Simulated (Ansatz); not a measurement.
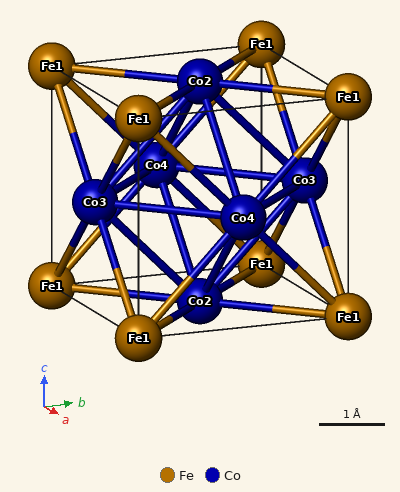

**Figure 1.** The input geometry (ball-and-stick view of the cell of the calculation, seen slightly off an axis; atoms are numbered from 1 in the order of the input). An atom can appear more than once, as a periodic image. Near neighbours in the periodic cell (some may lie outside the picture): Fe has 12 Co at 2.50 Å; Co has 8 Co at 2.50 Å and 4 Fe at 2.50 Å.

## Band-structure calculation, with input and output: FeCo3

- system: FeCo3 (Pm-3m, 4 atoms in the cell)
- method: DFT r2SCAN, scalar-relativistic, plane waves, PAW, spin-polarised (Ansatz 0.2.0)

The structure derives from a Materials Project entry. Figures and captions count atoms from 1; the log counts them from 0 in places.

## Input file
```yaml
crystal:
  lattice:
    - [3.5370927911, 0.0, 0.0]
    - [0.0, 3.5370927911, 0.0]
    - [0.0, 0.0, 3.5370927911]
  atoms:
    - { symbol: Fe, position: [0.0, 0.0, 0.0], spin: 3.21 }
    - { symbol: Co, position: [0.5, 0.5, 0.0], spin: 2.09 }
    - { symbol: Co, position: [0.5, 0.0, 0.5], spin: 2.09 }
    - { symbol: Co, position: [0.0, 0.5, 0.5], spin: 2.09 }
basis:
  ecutwfc: 500
kpoints:
  mp_grid: { grid: [12, 12, 12] }
  band_path:
    path:
      - [[0.0, 0.0, 0.0], [0.0, 0.5, 0.0], [0.5, 0.5, 0.0], [0.0, 0.0, 0.0], [0.5, 0.5, 0.5], [0.0, 0.5, 0.0]]
      - [[0.5, 0.5, 0.5], [0.5, 0.5, 0.0]]
    npoints: 14
hamiltonian:
  xc: r2scan
scf:
  occupations: { method: gaussian, width: 0.1 }
  n_extra_bands: 10
output:
  forces: true
  stress: true
  eigenvalues: true
  populations: true
  dos: { projected: true, de: 0.02, nscf_kmesh: { grid: [18, 18, 18] } }
  bader: true
  write_density: true
  write_potential: true
  elf: true
  volumetric_format: npy
magnetization:
  spin_polarized: true
checkpoint:
  read: start.run
  write: ck
  compress: false
  write_wavefunctions: false
  write_every: 100000
```

Launch command:
```bash
ansatz run input.yaml --threads 1 --pin off --max-ram 2560MiB --backend cpu --events-out ev --progress --plain --runs-dir out
```

## Log
```
Warning: the band count 44 (scf.n_extra_bands) hosts the net moment |M| = 9.4800 μB (N_el = 67) but caps the reachable moment at 2·n_bands − N_el = 21.0000 μB, below the 46 bands that the automatic rule leaves for it — a moment growing past the seed, or the majority channel's smearing tail, pins there with fewer empty majority states than that count leaves; raise or omit scf.n_extra_bands unless the cap is intended
Warning: checkpoint.read: spin seed differs: saved cd8f36321304…, current 452381b5bf92…; the loaded state replaces the seed-built initial guess (but the starting_ns of a DFT+U solve that opens without the state's occupation matrices), so the run may converge into the producing seed's basin, or, where the symmetry group that follows from this deck's starting moments and starting_ns does not hold the saved magnetisation, lose that magnetisation at its first build. Where atoms have moved since the state was saved, this difference can also decide whether moments are moved with them. A self-consistent run of this deck without the state starts from its starting moments and, under a DFT+U term, its starting_ns
scf.n_extra_bands = 10 over 34 filled bands (N_el = 67.0): the run solves 44 bands
Engine: ansatz 0.2.0, x86_64-unknown-linux-gnu
Pseudopotentials: kind: paw
Pseudopotential: Fe, paw, valence charge 16, recommended cutoff 500 eV (meta_gga), Fe.paw.azcp
Pseudopotential: Co, paw, valence charge 17, recommended cutoff 500 eV (meta_gga), Co.paw.azcp
Functional definition: r2SCAN
  parameter k0 = 0.174
  parameter k1 = 0.065
  parameter a1 = 4.9479
  exchange = r2scan_x(k0 = k0, k1 = k1, a1 = a1)
  correlation = r2scan_c
Crystal: 4 atoms, lattice volume = 44.253 Å³
Basis set: ecut = 500 eV, 1141 PW (Γ), exchange–correlation on 108×108×108 points (64 copies of the dense FFT grid, shifted against one another)
Bands: 44, of which v1, the nominal top of the filled ones, is band 34 counted from 1 (33 counted from 0)
Symmetry: 48 space group operations
Space group: Pm-3m (ITA 221), of the structure as read, at distance tolerance 3.5e-5 Å
Magnetic group: BNS 221.92 (UNI 1594), of the structure as read, at distance tolerance 3.5e-5 Å
k-points: 84 of 1728
Non-local potential: Fe, projectors of the file, l = 0: 3, l = 1: 2, l = 2: 3, l = 3: 1
Non-local potential: Co, projectors of the file, l = 0: 3, l = 1: 2, l = 2: 3, l = 3: 1
PAW form: soft (Blöchl's): semilocal exchange-correlation on the pseudo side does not see the compensation charge
PAW frozen core: Fe, regenerated for the run's functional (the file was generated under x = pbe(κ = 0.804, μ = 0.2195149727645171), c = pbe(β = 0.06672455060314922))
PAW frozen core: Co, regenerated for the run's functional (the file was generated under x = pbe(κ = 0.804, μ = 0.2195149727645171), c = pbe(β = 0.06672455060314922))
PAW one-centre angular grid: Fe, 590 points (default); XC on 160 Gauss nodes
PAW one-centre angular grid: Co, 590 points (default); XC on 160 Gauss nodes
Initial density: read from a saved state, or passed on in memory by an earlier SCF of this step, an earlier step, the calling program or the single point that the run made first
Stability of the state it starts from, as read at its close in the collinear treatment: not read, because the mixer in use, unlike msr1, does not test its closes by its own steps (another_mixer); its run was given moments
Starting moments: Σ|m| = 9.48 μB on 4 of 4 sites; this step starts from the density that it was given
Initial wavefunctions: pseudopotential atomic-orbital guess
Functional: x = r2scan, c = r2scan; τ floored in thin density (d = 2e-4 eV/Å³)
iter 1 solved again at ethr=7.63e-9 eV; its pass at ethr=3.10e-3 eV (dr2=5.11e-6 eV) is discarded
SCF iter   1: F=—  HF=-19880.619264 eV  |F-HF|=—  |Δ(HF+E_count)|=         —  Δρ=5.30e-7 (↑3.22e-7 ↓5.30e-7)  dr2=9.99e-11  dr2_τ=3.64e-12  dr2_m=3.70e-11  M=8.170 μB ∫|m|=9.211 μB  β_m=1.20  ethr=7.63e-9  ⟨swp⟩=4.1  Hψ=52132  notcnv=0
eigensolver tolerance schedule: the retry pair's looser diagonalisation over-reported the residual by 51189.23 of it (diagonalisation noise at 0.14 of the residual, at the tolerance the schedule requests for it); recorded, not acted on — ethr = c·dr2/N_el stays at c = 1.0e-1
preconditioner: auto → Kerker (q_TF=auto, 2.924 Å⁻¹)  [metal: Δε(μ)=0.009 eV  Ē_g=8.302 eV  σ=0.100 eV  W_gap=0.05  n_scr=18 (ndim 8)  ℏωp=33.0 eV  f_vac=0.000  D(μ)=2.27/eV (n_scr^D=18)]
spin=Collinear: Kerker preconditioning applied to the charge; magnetization (m = ρ↑ − ρ↓) channel mixes plain (no charge-response kernel on spin).
SCF iter   2: F=-19880.619263 eV  HF=-19880.619263 eV  |F-HF|=4.73e-11  |Δ(HF+E_count)|=   5.68e-7  Δρ=5.44e-7 (↑3.00e-7 ↓5.44e-7)  dr2=9.13e-11  dr2_τ=4.40e-12  dr2_m=4.99e-11  M=8.170 μB ∫|m|=9.211 μB  ethr=1.00e-12  ⟨swp⟩=9.6  Hψ=45861  notcnv=0
SCF 1 converged in 2 iterations: F = -19880.619263 eV  dr2 = 9.13e-11
  greatest PAW one-centre occupation: 1.005 electrons in one spin orbital (limit 2), on the Fe atom at site 0 (counted from 0), in its partial waves of l = 1
this state was not tested for a lower state beside it, because the mixer in use, unlike msr1, does not test its closes by its own steps (another_mixer; see scf.mixing.algorithm and scf.lower_state_search)
NSCF: frozen V_eff on 86 k-points
NSCF: frozen V_eff on 220 k-points
SCF converged after 2 iterations
Magnetization: 8.1698 μB (37.5849 up, 29.4151 down)
Absolute magnetization: 9.2155 μB (∫|ρ↑−ρ↓|, with the PAW one-centre terms)
Spin contamination: 0.2785 ħ² per cell (⟨S²⟩ above its minimum at these occupations)
Per-site moments (μB) at R_I (Å): [(2.9205829473908467, 1.0317046980375557), (1.9009035669382008, 1.0317046980375557), (1.9009035669382022, 1.0317046980375557), (1.900903566938201, 1.0317046980375557)]
Free energy (F): -19880.619263 eV
Harris-Foulkes:  -19880.619263 eV  (|F-HF|=4.73e-11)
Internal energy: -19880.607895 eV  (E = F + TS)
E sigma→0 (E₀):  -19880.613579 eV
Entropy (-TS):   -0.011368 eV (-2.842 meV/atom)
Fermi energy:    18.711461 eV
--- Per-component energies (eV) ---
  E_band       = -1049.853843
  E_kinetic    = 1710.245124
  E_local      = -10630.178734  (includes V_loc(G=0)·N_el)
  E_nonlocal   = 1593.391800
  E_hartree    = 4461.614009
  E_xc         = -585.778655
  E_vxc        = -857.402088  (∫ρ·V_xc dr)
  E_paw        = -5951.798877  (= ΣΔE_a)
  E_vpaw       = -1845.389331  (= ΣTr[D̂ρ^β])
  E_aug_tail   = 0.000377  (compensation charges beyond the density's cutoff)
  E_vtau       = 56.250356  (kinetic-family band-sum trace: ∫τ·v_τ [+ j·A + Jᵃ·Aᵃ] dr)
  E_ewald      = -10476.927844
  E_core_change = -1.175094  (= ΣΔE_core)
  E_smearing   = -0.011368  (= −TS)
  E_closure    = -0.000000  (closes the sum)
  Σ components = -19880.619263   (vs F -19880.619263, Δ=0.00e0)
--- Forces (eV/Å), atoms counted from 1 ---
  atom   1  Fe     0.00000000    -0.00000000    -0.00000000
  atom   2  Co     0.00000000     0.00000000     0.00000000
  atom   3  Co     0.00000000     0.00000000     0.00000000
  atom   4  Co     0.00000000    -0.00000000    -0.00000000
  max |Σ_I F_I| component: 4.17e-28 eV/Å
--- Stress (GPa, compression-positive) ---
        0.003224       0.000000       0.000000
        0.000000       0.003224       0.000000
        0.000000       0.000000       0.003224
  P = ⅓ Tr σ = 0.0032 GPa (0.032 kbar)
--- Band table (eV; the first three rows and the last of 168) ---
  k-point 0 ↑: bands = ["-81.6642", "-81.6163", "-81.6163", "-73.9929", "-43.6163", "-43.6163", "-43.6163", "-43.3535", "-43.3535", "-43.3535", "-43.3434", "-43.3434", "-43.3434", "-38.6751", "-38.6751", "-38.6751", "9.2112", "12.5531", "12.5531", "12.6350", "13.3694", "13.3694", "13.3694", "15.3272", "15.3272", "15.3272", "16.0950", "16.0950", "16.8654", "16.9041", "16.9041", "17.4928", "17.4928", "17.4928", "17.6667", "17.6667", "17.6667", "21.0207", "21.0207", "21.0207", "28.0202", "28.0202", "28.0719", "33.4574"]
  k-point 1 ↑: bands = ["-81.6635", "-81.6170", "-81.6163", "-73.9929", "-43.6150", "-43.6150", "-43.6140", "-43.3541", "-43.3541", "-43.3537", "-43.3458", "-43.3440", "-43.3440", "-38.6756", "-38.6752", "-38.6752", "9.3060", "12.5857", "12.6017", "12.6764", "13.3998", "13.4057", "13.4057", "15.2905", "15.3557", "15.3557", "16.0622", "16.1078", "16.8296", "16.8618", "16.8834", "17.3333", "17.3333", "17.4929", "17.5618", "17.5618", "17.6667", "20.5091", "21.3089", "21.3089", "28.0402", "28.0696", "28.6823", "33.0610"]
  k-point 2 ↑: bands = ["-81.6614", "-81.6191", "-81.6163", "-73.9929", "-43.6113", "-43.6113", "-43.6075", "-43.3561", "-43.3561", "-43.3541", "-43.3529", "-43.3454", "-43.3454", "-38.6770", "-38.6755", "-38.6755", "9.5867", "12.6600", "12.7409", "12.8070", "13.4893", "13.5147", "13.5147", "15.1837", "15.4401", "15.4401", "15.9685", "16.1451", "16.7109", "16.7392", "16.8385", "16.8648", "16.8648", "17.3898", "17.3898", "17.4931", "17.6669", "19.3538", "22.0284", "22.0284", "28.1021", "28.1196", "30.2359", "31.9327"]
  k-point 83 ↓: bands = ["-78.5376", "-78.5376", "-78.5376", "-69.5464", "-40.6331", "-40.4814", "-40.4814", "-40.4814", "-40.3324", "-40.3324", "-40.2740", "-40.2740", "-40.2740", "-34.2744", "-34.2744", "-34.2744", "14.0501", "14.0548", "14.0548", "14.0548", "17.5481", "17.6850", "17.6850", "17.6850", "17.8584", "17.8584", "17.8584", "17.8975", "17.8975", "18.1303", "18.1303", "18.1303", "20.3181", "20.3181", "20.3181", "20.7298", "20.7298", "20.7298", "20.8619", "20.8619", "26.2343", "26.2343", "26.2343", "26.4400"]
--- Löwdin populations: 4 sites ---
  site symbol       q [e]    m [muB]
     0     Fe     15.7332     2.9380
     1     Co     16.7580     1.8850
     2     Co     16.7580     1.8850
     3     Co     16.7580     1.8850
  spilling = 0.014819 (of n_electrons = 67.000000)
--- Bader charges: 4 sites ---
  site symbol  charge [e]  shift [e]    m [muB]
     0     Fe      0.2844     0.0012     2.8609
     1     Co     -0.0948     0.0004     1.7696
     2     Co     -0.0948     0.0004     1.7696
     3     Co     -0.0948     0.0004     1.7696
  estimated error of the sums over rays = 3.3e-4 e
```

## File bader_charges.tsv
```
# site	symbol	x_ang	y_ang	z_ang	partial_charge_e	electrons	volume_ang3	relative_density_drop	shared_charge_e	partial_wave_shift_e	spin_moment_mub
# quadrature_error_electrons = 3.3e-4
0	Fe	0.0000	0.0000	0.0000	0.28440	25.71560	10.57	-	0.28440	0.00120	2.86089
1	Co	1.7685	1.7685	0.0000	-0.09481	27.09481	11.23	-	-0.09481	0.00040	1.76965
2	Co	1.7685	0.0000	1.7685	-0.09479	27.09479	11.23	-	-0.09479	0.00040	1.76965
3	Co	0.0000	1.7685	1.7685	-0.09479	27.09479	11.23	-	-0.09479	0.00040	1.76965
```

## File populations.tsv
```
# site	symbol	l	j	q_up	q_dn
# orbitals = lowdin
# n_electrons = 67.000000
# spilling = 0.014819
0	Fe	0_3S	-	0.993130	0.993737
0	Fe	0_4S	-	0.475961	0.503139
0	Fe	1_3P	-	2.998699	2.998461
0	Fe	2_3D	-	4.867790	1.902267
1	Co	0_3S	-	0.993559	0.993766
1	Co	0_4S	-	0.471837	0.513612
1	Co	1_3P	-	2.998917	2.998535
1	Co	2_3D	-	4.857174	2.930573
2	Co	0_3S	-	0.993559	0.993766
2	Co	0_4S	-	0.471837	0.513612
2	Co	1_3P	-	2.998917	2.998535
2	Co	2_3D	-	4.857174	2.930573
3	Co	0_3S	-	0.993559	0.993766
3	Co	0_4S	-	0.471837	0.513612
3	Co	1_3P	-	2.998917	2.998535
3	Co	2_3D	-	4.857174	2.930573
```

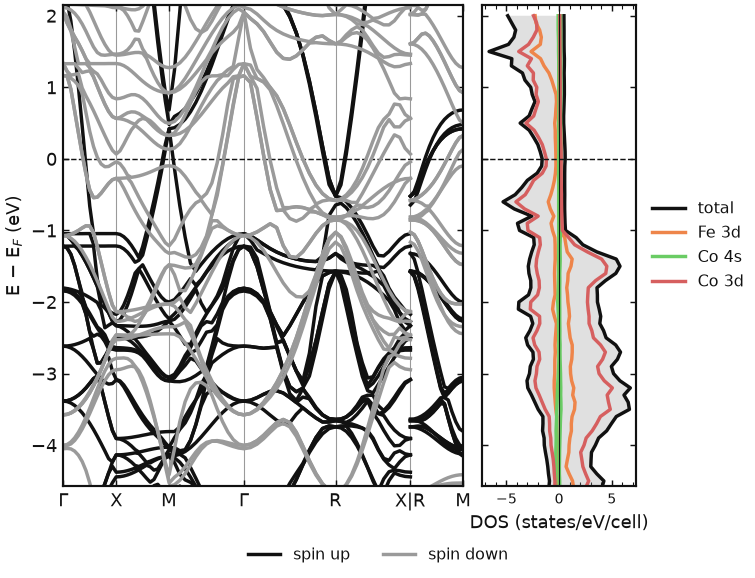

**Figure 2.** Band structure along Γ–X–M–Γ–R–X|R–M and density of states (projected on Löwdin-orthogonalised atomic shells), with energies from the Fermi level. Bands cross the Fermi level: a metal at this level of theory.

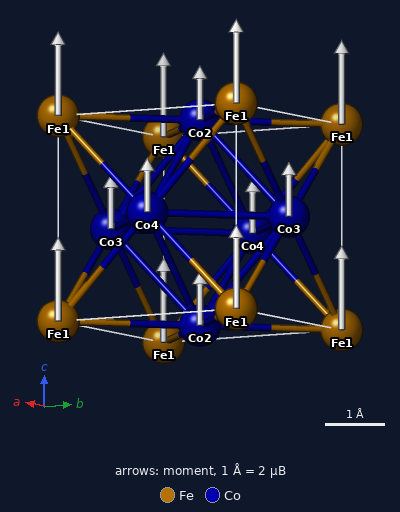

**Figure 3.** Magnetic moments of the sites as white arrows (ball-and-stick view of the cell of the calculation, seen at an oblique angle; atoms are numbered from 1 in the order of the input); small moments hardly show. The run is collinear, so the axis drawn is arbitrary. Site moments: Fe1 (2.92 μB); all 3 Co atoms (1.90 μB). They are counted near the atoms and needn't add up to the moment of the cell.

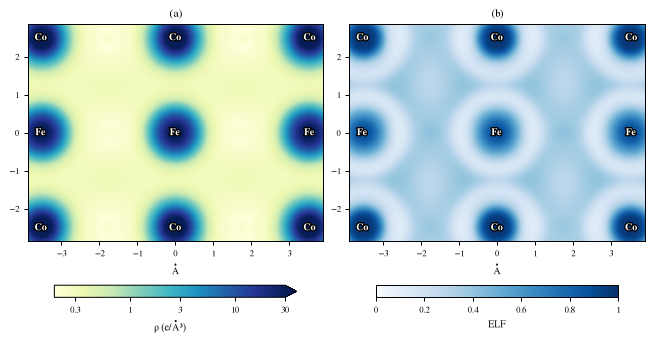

**Figure 4.** (a) valence charge density (pseudo); (b) ELF on the (110) plane of the conventional cell. The section cuts through Fe and Co sites. Fe–Co (2.50 Å): the density is about 0.33 e/Å³ at the midpoint; the ELF is about 0.25 at the midpoint; no shared electron pair. Away from the nuclei the density in this plane falls to 0.19 e/Å³ at its lowest. The strong features right at Fe and Co lie inside the PAW spheres (semicore, d or f shells) and say nothing about bonding. In a PAW calculation such maps are meaningful between the atoms, not at the nuclei.

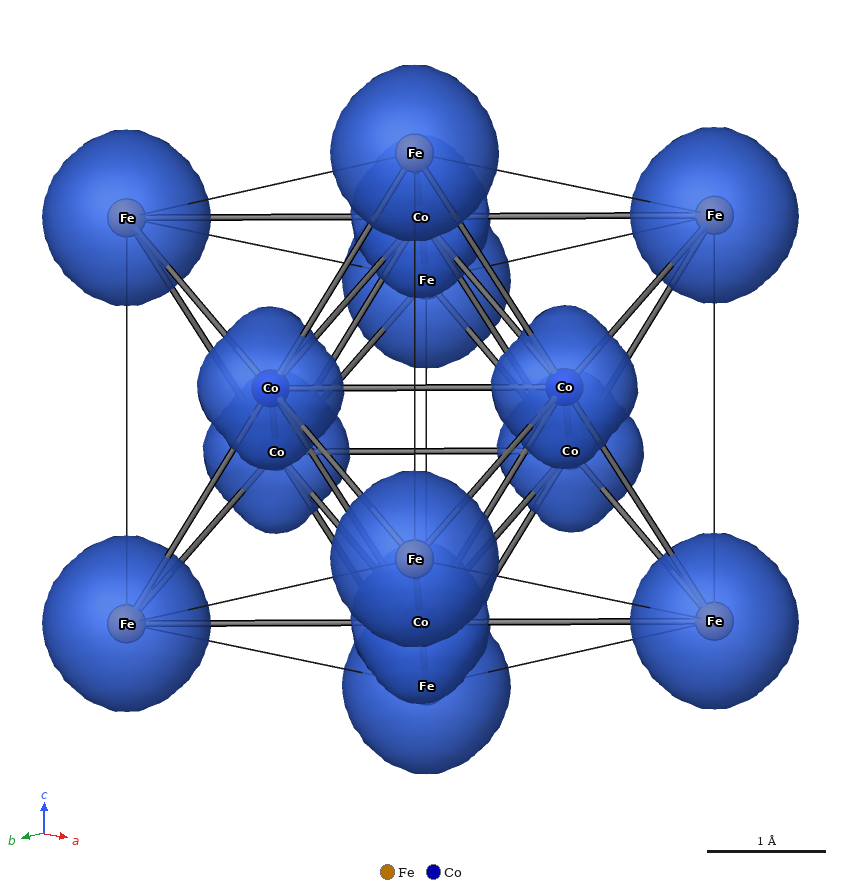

**Figure 5.** Isosurfaces of the magnetisation density (up minus down) at +0.4 (blue) and −0.4 e/Å³ (red), seen at an oblique angle. Sticks mark near contacts. The outline is the cell set on symmetry axes. The cell of the calculation (4 atoms) carries 8.2 μB net. Only one sign reaches the isovalue.

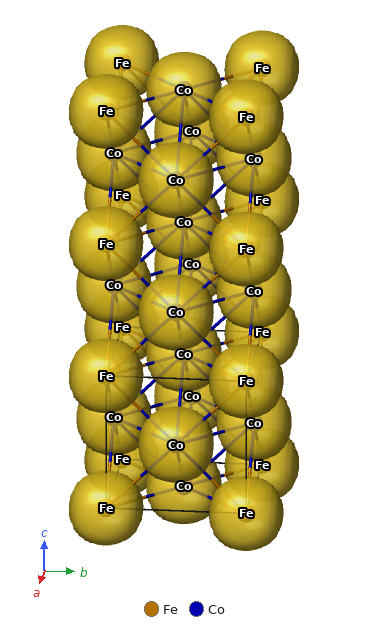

**Figure 6.** Isosurface of the valence pseudo-density at 0.5 e/Å³ (yellow), seen at an oblique angle. Sticks mark near contacts. The outline is the cell set on symmetry axes. At this value the density breaks into separate islands; it holds about 85 % of the electrons treated as valence (semicore included). It is pinched off along the Fe–Co (2.50 Å) and Co–Co (2.50 Å) contacts. On the grid the lowest density along these lines, outside the cores, is 0.33 e/Å³ (Fe–Co, 2.50 Å) and 0.33 e/Å³ (Co–Co, 2.50 Å).

## Key numbers

- outcome: converged
- space group (tolerance 0.01 Å): Pm-3m (221)
- electrons treated: 67
- free energy: −19880.6193 eV
- Fermi energy: 18.711 eV
- gap on the k-point mesh: none (metallic)
- net moment of the cell: 8.17 μB
- integrated absolute moment: 9.22 μB
- pressure: 0.00 GPa
- largest force (length of the vector): under 0.001 eV/Å
- hardware: 1 thread of Intel Xeon @ 2.50GHz (Skylake/Cascade Lake), 189 GiB of memory available, shared host
- wall time: 4.1 min
- peak memory: 0.77 GiB

## Notes

The electronic state found may not be the lowest one. Notes on the run: the state was not tested for a lower one.
